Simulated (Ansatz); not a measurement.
**Run report: AlCo3, single-point calculation**

AlCo3 (4 atoms in the cell), computed with DFT PBEsol, scalar-relativistic, plane waves, PAW, spin-polarised (Ansatz 0.2.0).

The structure derives from a Materials Project entry. It belongs to a series of runs on one base structure; here: atoms and cell displaced at random, cutoff 350 eV. Figures and captions count atoms from 1; the log counts them from 0 in places.

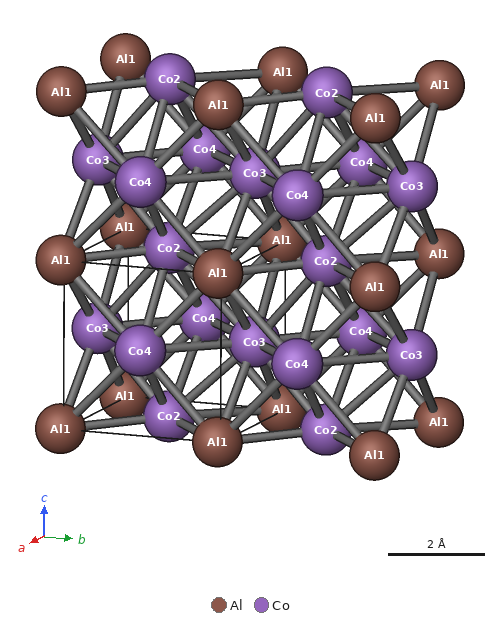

*The input geometry (ball-and-stick view of the cell of the calculation, repeated 1 × 2 × 2, seen slightly off an axis; atoms are numbered from 1 in the order of the input). An atom can appear more than once, as a periodic image.*

The input:
```yaml
crystal:
  lattice:
    - [3.5306648621, 0.0354608029, -0.0128368645]
    - [0.0354608029, 3.6012750498, 0.0127344655]
    - [-0.0128368645, 0.0127344655, 3.6204086631]
  atoms:
    - { symbol: Al, position: [-0.0262908855, -0.0314992968, -0.0037122741] }
    - { symbol: Co, position: [0.5496456595, 0.4859655544, 0.0276331464], spin: 1.39 }
    - { symbol: Co, position: [0.515681534, 0.0161405166, 0.5063097176], spin: 1.45 }
    - { symbol: Co, position: [0.0071225384, 0.4888999803, 0.5075289657], spin: 1.55 }
basis:
  ecutwfc: 350
kpoints:
  mp_grid: { grid: [8, 8, 8] }
hamiltonian:
  xc: pbesol
scf:
  occupations: { method: gaussian, width: 0.1 }
output:
  forces: true
  stress: true
  eigenvalues: true
  populations: true
magnetization:
  spin_polarized: true
```

Machine: 1 thread of Intel Xeon (Granite Rapids), 192 GiB of memory available, shared host.

Launch command:
```bash
ansatz run input.yaml --threads 1 --pin off --max-ram 2560MiB --backend cpu --events-out ev --progress --plain --runs-dir out
```

What the program printed:
```
Warning: basis.ecutwfc = 350 eV is below the records' recommended 420 eV, and the density's cutoff is lower with it unless basis.ecutrho_ratio is high enough to keep the records' density cutoff: compare with a run at a higher cutoff
Engine: ansatz 0.2.0, x86_64-unknown-linux-gnu
Pseudopotentials: kind: paw
Pseudopotential: Al, paw, valence charge 3, recommended cutoff 420 eV (normal), Al.paw.azcp
Pseudopotential: Co, paw, valence charge 17, recommended cutoff 420 eV (normal), Co.paw.azcp
Functional definition: PBEsol
  exchange = pbesol_x
  correlation = pbesol_c
Crystal: 4 atoms, lattice volume = 46.027 Å³
Basis set: ecut = 350 eV, 711 PW (Γ), exchange–correlation on 48×48×48 points (8 copies of the dense FFT grid, shifted against one another)
Bands: 36, of which v1, the nominal top of the filled ones, is band 27 counted from 1 (26 counted from 0)
Symmetry: 1 space group operations
Space group: P1 (ITA 1), of the structure as read, at distance tolerance 3.6e-5 Å
Magnetic group: BNS 1.1 (UNI 1), of the structure as read, at distance tolerance 3.6e-5 Å
k-points: 260 of 512 (time reversal used)
Non-local potential: Al, projectors of the file, l = 0: 2, l = 1: 2, l = 2: 1
Non-local potential: Co, projectors of the file, l = 0: 3, l = 1: 2, l = 2: 3, l = 3: 1
PAW form: soft (Blöchl's): semilocal exchange-correlation on the pseudo side does not see the compensation charge
PAW frozen core: Al, regenerated for the run's functional, and the local potential with it (the file was generated under x = pbe(κ = 0.804, μ = 0.2195149727645171), c = pbe(β = 0.06672455060314922))
PAW frozen core: Co, regenerated for the run's functional, and the local potential with it (the file was generated under x = pbe(κ = 0.804, μ = 0.2195149727645171), c = pbe(β = 0.06672455060314922))
PAW one-centre angular grid: Al, 110 points (default); XC on 64 Gauss nodes
PAW one-centre angular grid: Co, 590 points (default); XC on 64 Gauss nodes
Initial density: superposition of atomic densities (chi_scale 0.1, normalization cell)
Starting moments: Σ|m| = 4.39 μB on 3 of 4 sites
Initial wavefunctions: pseudopotential atomic-orbital guess
Functional: x = pbesol(κ = 0.804, μ = 0.12345679012345678), c = pbesol(β = 0.046)
SCF iter   1: F=—  HF=-15802.875691 eV  |F-HF|=—  |Δ(HF+E_count)|=         —  Δρ=7.65e-2 (↑4.78e-2 ↓7.65e-2)  dr2=4.09e0  dr2_m=1.23e-1  M=4.088 μB ∫|m|=4.339 μB  β_m=0.30  ethr=3.10e-3  ⟨swp⟩=5.4  Hψ=64613  notcnv=0  defer=143
Mixer restart at iter 1: flushing history
preconditioner: auto → Kerker (q_TF=auto, 2.802 Å⁻¹)  [metal: Δε(μ)=0.000 eV  Ē_g=7.426 eV  σ=0.100 eV  W_gap=0.00  n_scr=18 (ndim 8)  ℏωp=30.0 eV  f_vac=0.000  D(μ)=5.99/eV (n_scr^D=80)]
spin=Collinear: Kerker preconditioning applied to the charge; magnetization (m = ρ↑ − ρ↓) channel mixes plain (no charge-response kernel on spin).
SCF iter   2: F=—  HF=-15801.310010 eV  |F-HF|=—  |Δ(HF+E_count)|=    1.57e0  Δρ=2.21e-2 (↑1.79e-2 ↓2.21e-2)  dr2=3.72e-1  dr2_m=1.08e-1  M=4.107 μB ∫|m|=4.387 μB  β_m=0.32  ethr=3.10e-3  ⟨swp⟩=2.0  Hψ=32549  notcnv=0  defer=1350
SCF iter   3: F=—  HF=-15802.143263 eV  |F-HF|=—  |Δ(HF+E_count)|=   8.33e-1  Δρ=1.95e-2 (↑1.95e-2 ↓1.24e-2)  dr2=4.12e-1  dr2_m=3.79e-2  M=4.023 μB ∫|m|=4.330 μB  β_m=0.66  ethr=6.88e-4  ⟨swp⟩=1.9  Hψ=21893  notcnv=0  defer=1350
SCF iter   4: F=—  HF=-15803.671969 eV  |F-HF|=—  |Δ(HF+E_count)|=    1.53e0  Δρ=1.64e-2 (↑1.45e-2 ↓1.64e-2)  dr2=4.60e-1  dr2_m=3.34e-3  M=3.857 μB ∫|m|=4.209 μB  β_m=0.83  ethr=6.88e-4  ⟨swp⟩=2.0  Hψ=29668  notcnv=0  defer=1350
SCF iter   5: F=—  HF=-15803.701202 eV  |F-HF|=—  |Δ(HF+E_count)|=   2.92e-2  Δρ=1.05e-2 (↑7.85e-3 ↓1.05e-2)  dr2=7.53e-2  dr2_m=1.10e-3  M=3.813 μB ∫|m|=4.171 μB  β_m=0.91  ethr=6.88e-4  ⟨swp⟩=2.2  Hψ=33237  notcnv=0  defer=1350
SCF iter   6: F=—  HF=-15803.737504 eV  |F-HF|=—  |Δ(HF+E_count)|=         —  Δρ=9.40e-3 (↑6.97e-3 ↓9.40e-3)  dr2=6.82e-2  dr2_m=7.98e-4  M=3.838 μB ∫|m|=4.198 μB  β_m=0.91  ethr=1.39e-4  ⟨swp⟩=2.2  Hψ=29304  notcnv=0  defer=1348
Mixer restart at iter 6: flushing history
SCF iter   7: F=—  HF=-15803.762997 eV  |F-HF|=—  |Δ(HF+E_count)|=   2.55e-2  Δρ=1.29e-2 (↑1.11e-2 ↓1.29e-2)  dr2=1.37e-1  dr2_m=1.52e-3  M=3.836 μB ∫|m|=4.200 μB  β_m=0.56  ethr=1.26e-4  ⟨swp⟩=2.0  Hψ=36099  notcnv=0  defer=1349
SCF iter   8: F=—  HF=-15803.737176 eV  |F-HF|=—  |Δ(HF+E_count)|=   2.58e-2  Δρ=3.02e-3 (↑3.02e-3 ↓2.58e-3)  dr2=6.30e-3  dr2_m=1.59e-4  M=3.841 μB ∫|m|=4.205 μB  β_m=0.79  ethr=1.26e-4  ⟨swp⟩=2.0  Hψ=32075  notcnv=0  defer=1358
SCF iter   9: F=—  HF=-15803.735241 eV  |F-HF|=—  |Δ(HF+E_count)|=   1.94e-3  Δρ=9.61e-4 (↑7.28e-4 ↓9.61e-4)  dr2=8.85e-4  dr2_m=1.13e-5  M=3.844 μB ∫|m|=4.208 μB  β_m=0.68  ethr=1.17e-5  ⟨swp⟩=2.0  Hψ=33941  notcnv=0  defer=1359
SCF iter  10: F=—  HF=-15803.735092 eV  |F-HF|=—  |Δ(HF+E_count)|=   1.49e-4  Δρ=4.37e-4 (↑4.15e-4 ↓4.37e-4)  dr2=1.42e-4  dr2_m=1.90e-6  M=3.844 μB ∫|m|=4.208 μB  β_m=0.75  ethr=1.64e-6  ⟨swp⟩=2.0  Hψ=26146  notcnv=0  defer=1360
SCF iter  11: F=—  HF=-15803.735108 eV  |F-HF|=—  |Δ(HF+E_count)|=   1.55e-5  Δρ=1.32e-4 (↑1.32e-4 ↓1.26e-4)  dr2=1.21e-5  dr2_m=2.86e-7  M=3.843 μB ∫|m|=4.208 μB  β_m=0.81  ethr=2.63e-7  ⟨swp⟩=2.0  Hψ=24563  notcnv=0  defer=1359
SCF iter  12: F=—  HF=-15803.735108 eV  |F-HF|=—  |Δ(HF+E_count)|=   1.38e-7  Δρ=5.60e-5 (↑3.49e-5 ↓5.60e-5)  dr2=2.25e-6  dr2_m=9.01e-8  M=3.843 μB ∫|m|=4.207 μB  β_m=0.68  ethr=2.24e-8  ⟨swp⟩=2.0  Hψ=32176  notcnv=0  defer=1359
SCF iter  13: F=—  HF=-15803.735108 eV  |F-HF|=—  |Δ(HF+E_count)|=   1.14e-7  Δρ=3.83e-5 (↑1.56e-5 ↓3.83e-5)  dr2=9.63e-7  dr2_m=5.91e-8  M=3.843 μB ∫|m|=4.207 μB  β_m=0.74  ethr=4.17e-9  ⟨swp⟩=2.6  Hψ=29932  notcnv=0  defer=1359
SCF iter  14: F=—  HF=-15803.735108 eV  |F-HF|=—  |Δ(HF+E_count)|=   1.40e-8  Δρ=9.98e-6 (↑5.11e-6 ↓9.98e-6)  dr2=6.50e-8  dr2_m=8.52e-9  M=3.843 μB ∫|m|=4.207 μB  β_m=0.87  ethr=1.78e-9  ⟨swp⟩=2.2  Hψ=24114  notcnv=0  defer=1359
SCF iter  15: F=—  HF=-15803.735108 eV  |F-HF|=—  |Δ(HF+E_count)|=   2.40e-9  Δρ=7.54e-6 (↑2.10e-6 ↓7.54e-6)  dr2=2.47e-8  dr2_m=4.21e-9  M=3.843 μB ∫|m|=4.207 μB  β_m=0.94  ethr=1.20e-10  ⟨swp⟩=2.0  Hψ=25989  notcnv=0  defer=1359
SCF iter  16: F=—  HF=-15803.735108 eV  |F-HF|=—  |Δ(HF+E_count)|=   2.60e-9  Δρ=3.99e-6 (↑6.76e-7 ↓3.99e-6)  dr2=6.66e-9  dr2_m=1.32e-9  M=3.843 μB ∫|m|=4.207 μB  β_m=0.97  ethr=4.57e-11  ⟨swp⟩=1.7  Hψ=21091  notcnv=0  defer=1359
SCF iter  17: F=-15803.735108 eV  HF=-15803.735108 eV  |F-HF|=8.73e-9  |Δ(HF+E_count)|=  7.82e-10  Δρ=4.03e-6 (↑1.13e-6 ↓4.03e-6)  dr2=9.67e-9  dr2_m=9.52e-10  M=3.843 μB ∫|m|=4.207 μB  ethr=1.23e-11  ⟨swp⟩=6.8  Hψ=63744  notcnv=0
SCF 1 converged in 17 iterations: F = -15803.735108 eV  dr2 = 9.67e-9
  greatest PAW one-centre occupation: 1.001 electrons in one spin orbital (limit 2), on the Co atom at site 1 (counted from 0), in its partial waves of l = 1
```

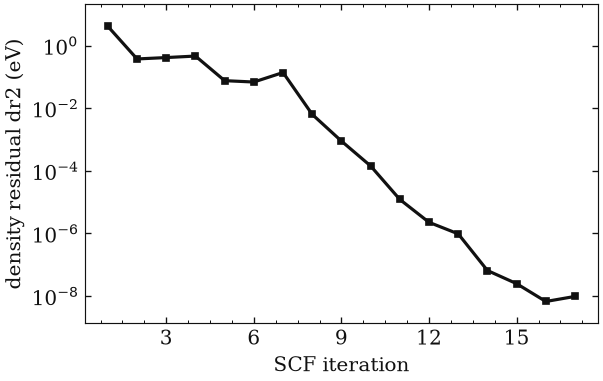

*Convergence of the self-consistent field: density residual dr2 against the SCF iteration.*

The residual comes down, with one marked jump up, by a factor of about 2, at step 7.

```
SCF converged after 17 iterations
Magnetization: 3.8433 μB (28.9217 up, 25.0783 down)
Absolute magnetization: 4.2075 μB (∫|ρ↑−ρ↓|, with the PAW one-centre terms)
Spin contamination: 0.0599 ħ² per cell (⟨S²⟩ above its minimum at these occupations)
Per-site moments (μB) at R_I (Å): [(-0.043682765802129105, 0.9566080271360974), (1.2609567654823206, 0.9566080271360974), (1.31796167669052, 0.9878883629470829), (1.4089636716781102, 0.9751765596839131)]
Free energy (F): -15803.735108 eV
Harris-Foulkes:  -15803.735108 eV  (|F-HF|=8.73e-9)
Internal energy: -15803.702351 eV  (E = F + TS)
E sigma→0 (E₀):  -15803.718729 eV
Entropy (-TS):   -0.032756 eV (-8.189 meV/atom)
Fermi energy:    15.728431 eV
--- Per-component energies (eV) ---
  E_band       = -838.673812
  E_kinetic    = 1389.201629
  E_local      = -10115.078302  (includes V_loc(G=0)·N_el)
  E_nonlocal   = 1393.160479
  E_hartree    = 4313.938788
  E_xc         = -513.292801
  E_vxc        = -643.474600  (∫ρ·V_xc dr)
  E_paw        = -4915.530989  (= ΣΔE_a)
  E_vpaw       = -1490.365853  (= ΣTr[D̂ρ^β])
  E_aug_tail   = 0.001765  (compensation charges beyond the density's cutoff)
  E_ewald      = -7356.687316
  E_core_change = 0.584397  (= ΣΔE_core)
  E_smearing   = -0.032756  (= −TS)
  E_closure    = -0.000000  (closes the sum)
  Σ components = -15803.735108   (vs F -15803.735108, Δ=0.00e0)
--- Forces (eV/Å), atoms counted from 1 ---
  atom   1  Al     1.84520953     0.47498992     0.27026978
  atom   2  Co    -1.52786346    -0.03172531    -0.29716098
  atom   3  Co    -0.76079888    -0.35128805    -0.03745564
  atom   4  Co     0.44342587    -0.09197780     0.06434102
  max |Σ_I F_I| component: 2.69e-5 eV/Å
--- Stress (GPa, compression-positive) ---
       -5.710849      -0.304023       1.171844
       -0.304022      -3.784789      -0.985472
        1.171843      -0.985472      -5.541921
  P = ⅓ Tr σ = -5.0125 GPa (-50.125 kbar)
--- Band table (eV; the first three rows and the last of 520) ---
  k-point 0 ↑: bands = ["-79.7383", "-79.5945", "-79.5350", "-43.2774", "-43.1895", "-43.1626", "-43.0348", "-43.0193", "-42.9544", "-42.9073", "-42.8988", "-42.8533", "5.7671", "10.7113", "11.6129", "11.6823", "11.9459", "11.9751", "12.0501", "13.9895", "14.0205", "14.1290", "14.5627", "14.6041", "15.2067", "15.4428", "15.4924", "15.5218", "16.3505", "16.5316", "17.0214", "22.0946", "22.3457", "22.7137", "27.4223", "27.5555"]
  k-point 1 ↑: bands = ["-79.7378", "-79.5939", "-79.5353", "-43.2762", "-43.1873", "-43.1574", "-43.0361", "-43.0206", "-42.9553", "-42.9088", "-42.9016", "-42.8541", "5.9531", "10.7765", "11.5317", "11.7596", "11.9935", "12.0238", "12.0973", "13.8517", "13.9529", "14.1236", "14.4260", "14.5974", "15.0556", "15.1153", "15.2940", "15.5211", "15.6655", "17.1098", "17.5190", "22.2294", "22.6361", "23.3817", "26.5550", "26.7996"]
  k-point 2 ↑: bands = ["-79.7371", "-79.5930", "-79.5366", "-43.2733", "-43.1825", "-43.1426", "-43.0429", "-43.0224", "-42.9586", "-42.9147", "-42.9061", "-42.8561", "6.4997", "10.7382", "11.2971", "11.9844", "12.0839", "12.1645", "12.2823", "13.6241", "13.7340", "13.9300", "14.1078", "14.5214", "14.6231", "14.7132", "14.8283", "15.0218", "15.5235", "18.2041", "18.5739", "22.1971", "22.7427", "24.7184", "25.0299", "25.2210"]
  k-point 259 ↓: bands = ["-78.0695", "-78.0462", "-78.0387", "-41.6650", "-41.6147", "-41.6023", "-41.5831", "-41.4268", "-41.4246", "-41.4179", "-41.3959", "-41.3923", "10.1432", "12.0217", "12.1120", "12.1982", "13.5860", "13.6714", "13.7185", "14.3605", "14.5867", "14.6261", "15.2998", "15.3250", "15.4751", "15.5063", "15.6315", "15.7588", "16.6338", "16.7228", "16.7867", "19.7041", "20.5162", "20.5711", "20.7824", "33.0526"]
--- Löwdin populations: 4 sites ---
  site symbol       q [e]    m [muB]
     0     Al      3.5805    -0.1289
     1     Co     16.6401     1.2769
     2     Co     16.6248     1.3279
     3     Co     16.6043     1.4196
  spilling = 0.010193 (of n_electrons = 54.000000)
```

File populations.tsv:
```
# site	symbol	l	j	q_up	q_dn
# orbitals = lowdin
# n_electrons = 54.000000
# spilling = 0.010193
0	Al	0_3S	-	0.575084	0.548512
0	Al	1_3P	-	1.150697	1.306180
1	Co	0_3S	-	0.985589	0.986244
1	Co	0_4S	-	0.362915	0.364697
1	Co	1_3P	-	2.996412	2.996442
1	Co	2_3D	-	4.613571	3.334190
2	Co	0_3S	-	0.986484	0.987108
2	Co	0_4S	-	0.364856	0.365630
2	Co	1_3P	-	2.996823	2.996839
2	Co	2_3D	-	4.628169	3.298860
3	Co	0_3S	-	0.987082	0.987692
3	Co	0_4S	-	0.370209	0.371123
3	Co	1_3P	-	2.997130	2.997137
3	Co	2_3D	-	4.657542	3.236387
```

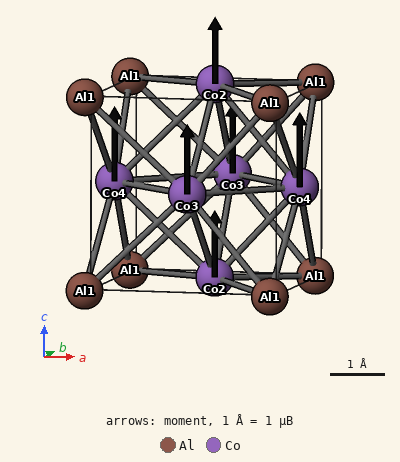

*Magnetic moments of the sites as black arrows (ball-and-stick view of the cell of the calculation, seen slightly off an axis; atoms are numbered from 1 in the order of the input); small moments hardly show. The run is collinear, so the axis drawn is arbitrary.*

Site moments: Co4 (1.41 μB); Co3 (1.32 μB); Co2 (1.26 μB). They are counted near the atoms and needn't add up to the moment of the cell.

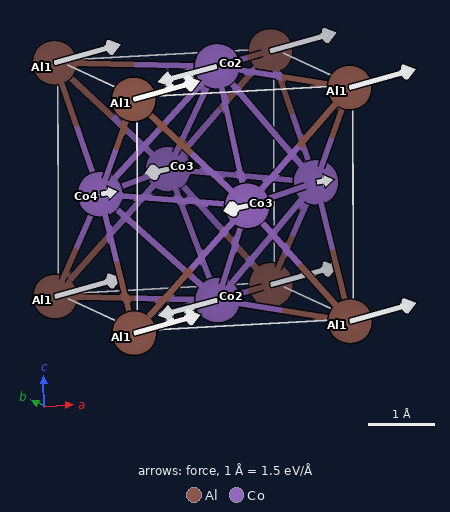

*Forces on the atoms as white arrows (ball-and-stick view of the cell of the calculation, seen slightly off an axis; atoms are numbered from 1 in the order of the input).*

The largest act on Al1 (1.92 eV/Å); Co2 (1.56 eV/Å); Co3 (0.84 eV/Å). The geometry is not a stationary point of this energy.

Summary:

```tsv
quantity	value
outcome	converged
space group (tolerance 0.01 Å)	P1 (1)
electrons treated	54
free energy	−15803.7351 eV
Fermi energy	15.728 eV
gap on the k-point mesh	none (metallic)
net moment of the cell	3.84 μB
integrated absolute moment	4.21 μB
pressure	−5.01 GPa
largest force (length of the vector)	1.924 eV/Å
wall time	66 s
peak memory	0.9 GiB
```

Warnings of the run: the cutoff is below the recommended one.
